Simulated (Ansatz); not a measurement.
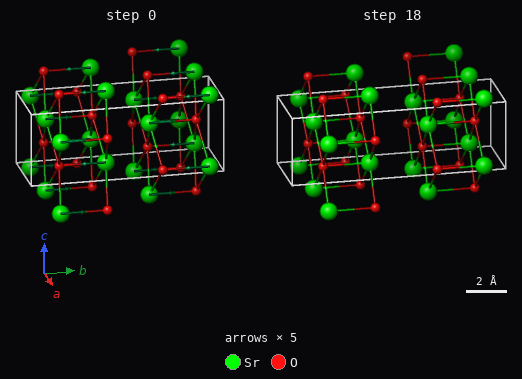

The structure of a crystal of SrO (built on the TlCl-63 type type) before (left) and after (right) a relaxation, at one scale. The green arrows give the displacements (the part carried along by the change of the cell is left out), 5 times their true length.

Style: ball-and-stick. Shown: the conventional cell (2 times the calculation's cell), from a free direction. Lengths and directions refer to the drawn axes.

The calculation used Ansatz, DFT, PBEsol, plane waves, PAW.

The input:
```yaml
crystal:
  lattice:
    - [1.76074437, -5.03816001, 0.0]
    - [1.76074437, 5.03816001, 0.0]
    - [0.0, 0.0, 3.88893506]
  atoms:
    - { symbol: Sr, position: [0.38685498, 0.61314502, 0.75] }
    - { symbol: Sr, position: [0.61314502, 0.38685498, 0.25] }
    - { symbol: O, position: [0.85650439, 0.14349561, 0.25] }
    - { symbol: O, position: [0.14349561, 0.85650439, 0.75] }
kpoints:
  mp_grid: { grid: [6, 6, 6] }
hamiltonian:
  xc: pbesol
scf:
  occupations: { method: fermi_dirac, width: 0.03 }
relax:
  f_tol: 0.01
  cell: {}
  max_steps: 120
```

Run as
```bash
ansatz run input.yaml --threads 2 --pin off --max-ram 2211MiB --backend cpu --events-out ev --progress --plain --runs-dir out
```

**Summarise the run.**

The largest moves relative to the cell, 0.26 Å, are those of Sr1 and Sr2. Sr1 goes along +b. By element the largest moves are Sr 0.26 Å, O 0.02 Å. The drawn cell changes as follows: a 3.521 → 3.447 Å (−2.1 %), b 10.076 → 11.194 Å (+11.1 %), c 3.889 → 3.647 Å (−6.2 %); the volume changes by +2.0 %. Some distances before and after: Sr1–Sr2 2.997 → 3.565 Å, Sr1–Sr2 (another image) 3.806 → 3.566 Å, Sr1–O3 2.641 → 2.510 Å, Sr1–Sr1 3.521 → 3.447 Å. Bond angles that change, for instance: O4–Sr2–O4 166.7° → 175.8°, Sr2–O4–Sr2 166.7° → 175.8°, Sr1–O4–Sr2 96.6° → 92.1°. The space group stays Cmcm (No. 63). Over 13 accepted moves (18 points after the start) the energy falls by 155 meV per atom. Largest force component: 2.3 eV/Å at the start, 0.00043 eV/Å at the end. The pressure goes from −6.98 to 0.00 GPa. The line search rejected the trial step at point 9 of the run. At 4 points the geometry stayed and the basis and grid were re-selected for the new cell (energy shift of 1.9 meV per atom at most each time).
